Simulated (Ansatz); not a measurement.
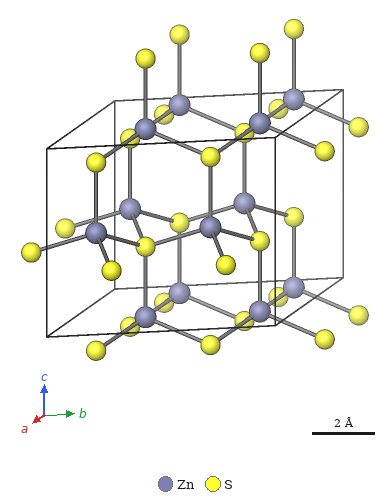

Starting frame of a dynamics run of a 16-atom cell of ZnS (built on the wurtzite type). Style: ball-and-stick. Shown: the simulation cell, slightly off an axis. Bonds to atoms that aren't drawn are left out.

Level of theory: Ansatz 0.2.0, DFT, PBE, plane waves, PAW.

Input
```yaml
crystal:
  lattice:
    - [7.6109016412, -1.0e-10, 0.0]
    - [-3.8054508205, 6.591234167, 0.0]
    - [0.0, 0.0, 6.2439930788]
  atoms:
    - { symbol: Zn, position: [0.1666666667, 0.3333333333, 0.0003381272] }
    - { symbol: Zn, position: [0.3333333333, 0.1666666667, 0.5003381272] }
    - { symbol: S, position: [0.1666666667, 0.3333333333, 0.3746618728] }
    - { symbol: S, position: [0.3333333333, 0.1666666667, 0.8746618728] }
    - { symbol: Zn, position: [0.1666666667, 0.8333333333, 0.0003381272] }
    - { symbol: Zn, position: [0.3333333333, 0.6666666667, 0.5003381272] }
    - { symbol: S, position: [0.1666666667, 0.8333333333, 0.3746618728] }
    - { symbol: S, position: [0.3333333333, 0.6666666667, 0.8746618728] }
    - { symbol: Zn, position: [0.6666666667, 0.3333333333, 0.0003381272] }
    - { symbol: Zn, position: [0.8333333333, 0.1666666667, 0.5003381272] }
    - { symbol: S, position: [0.6666666667, 0.3333333333, 0.3746618728] }
    - { symbol: S, position: [0.8333333333, 0.1666666667, 0.8746618728] }
    - { symbol: Zn, position: [0.6666666667, 0.8333333333, 0.0003381272] }
    - { symbol: Zn, position: [0.8333333333, 0.6666666667, 0.5003381272] }
    - { symbol: S, position: [0.6666666667, 0.8333333333, 0.3746618728] }
    - { symbol: S, position: [0.8333333333, 0.6666666667, 0.8746618728] }
kpoints:
  mp_grid: { grid: [3, 3, 2] }
hamiltonian:
  xc: pbe
scf:
  occupations: { method: fermi_dirac, width: 0.026 }
md:
  ensemble: npt_langevin
  temperature: 300
  timestep: 3.0
  n_steps: 30
  initial_velocities: maxwell_boltzmann
  seed: 8129
```

Run as
```bash
ansatz run input.yaml --threads 4 --pin off --max-ram 3686MiB --backend cpu --events-out ev --progress --plain --runs-dir out
```

Q: Predict how the run goes.

A: Over the second half the temperature averages 203 K (spread ±17 K). That is still far from the set 300 K: the thermostat hasn't settled it within this run. The potential energy is still drifting at the end, so the run hasn't reached equilibrium. The potential energy in the second half lies on average 23.1 meV per atom above the first frame. The mean pressure there is −1.4 GPa. The volume ends +7.1 % from the start. Root-mean-square distances from the starting positions over the second half, with the common drift of all atoms taken out: Zn 0.13 Å, S 0.10 Å. The run lasts only 90 fs, too short to tell vibration from diffusion.

Along the run (each row but the first and the last is the mean over the interval that it begins):

```csv
time (fs),potential energy (meV/atom),T (K),p (GPa)
0.0,0.0,281,2.4
15.0,18.8,162,2.1
30.0,22.9,162,0.8
45.0,19.1,205,-0.6
60.0,22.0,191,-1.6
75.0,26.8,207,-2.0
90.0,29.2,235,-2.1
```

The paths of the atoms, magnified 3 times:

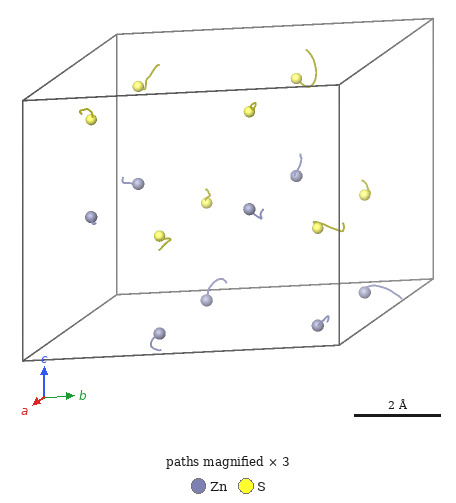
